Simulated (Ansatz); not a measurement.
Consider Al₃GaAs₄.

Input

```
crystal:
  lattice:
    - [5.662922306, 0.0, 0.0]
    - [0.0, 5.662922306, 0.0]
    - [0.0, 0.0, 5.662922306]
  atoms:
    - { symbol: Al, position: [0.5, 0.5, 0.0] }
    - { symbol: Al, position: [0.5, 0.0, 0.5] }
    - { symbol: Al, position: [0.0, 0.5, 0.5] }
    - { symbol: Ga, position: [0.0, 0.0, 0.0] }
    - { symbol: As, position: [0.7498268942, 0.7498268942, 0.2501731058] }
    - { symbol: As, position: [0.7498268942, 0.2501731058, 0.7498268942] }
    - { symbol: As, position: [0.2501731058, 0.7498268942, 0.7498268942] }
    - { symbol: As, position: [0.2501731058, 0.2501731058, 0.2501731058] }
basis:
  ecutwfc: 420
kpoints:
  mp_grid: { grid: [6, 6, 6] }
hamiltonian:
  xc: pbesol
scf:
  occupations: { method: gaussian, width: 0.02 }
output:
  forces: true
  stress: true
  eigenvalues: true
  write_density: true
  write_potential: true
  elf: true
  volumetric_format: npy
relax:
  adjacent_minimum: "off"
  f_tol: 0.005
  max_steps: 80
  cell: { stress_tol: 0.05 }
```

Launched as:

```sh
ansatz run input.yaml --threads 4 --pin off --max-ram 12288MiB --backend cpu --events-out ev --progress --plain --runs-dir out
```

Below, planes, directions and counts refer to the conventional cell (a = 5.67 Å, b = 5.67 Å, c = 5.67 Å, α = 90.00°, β = 90.00°, γ = 90.00°).

The fields are those of the run's last geometry, not of the input's.

Space group P-43m.

All numbers below come from DFT PBEsol, scalar-relativistic, plane waves, PAW in Ansatz 0.2.0.

**What can the converged valence pseudo-density and electron localisation function tell about the bonding?**

Al–As (2.46 Å): ρ is about 0.48 e/Å³ halfway; the ELF peaks at about 0.90 between the atoms, as expected for a covalent bond.
Ga–As (2.46 Å): ρ is about 0.48 e/Å³ halfway; the ELF peaks at about 0.75 between the atoms: a covalent bond.

**Does the calculation give a band gap?**

It is gapped, with a Kohn–Sham gap of 1.1 eV on the k-point mesh (the band edges may lie off the mesh, which would make the gap smaller).

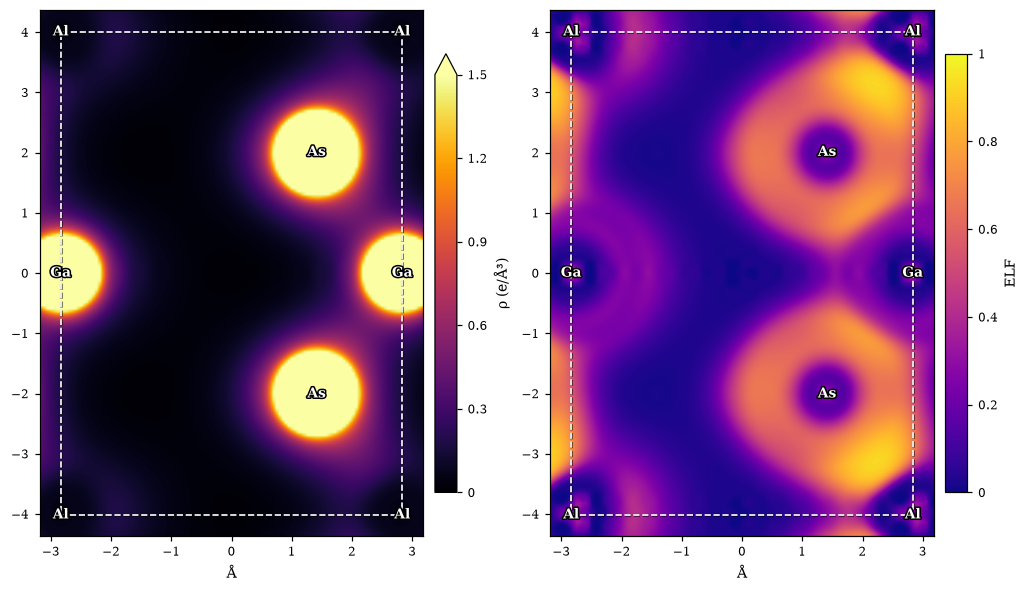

Computed valence pseudo-density and electron localisation function on the (110) plane of the conventional cell, in this order. 

Core electrons are frozen (PAW), and the valence fields are smoothed inside the atomic spheres.
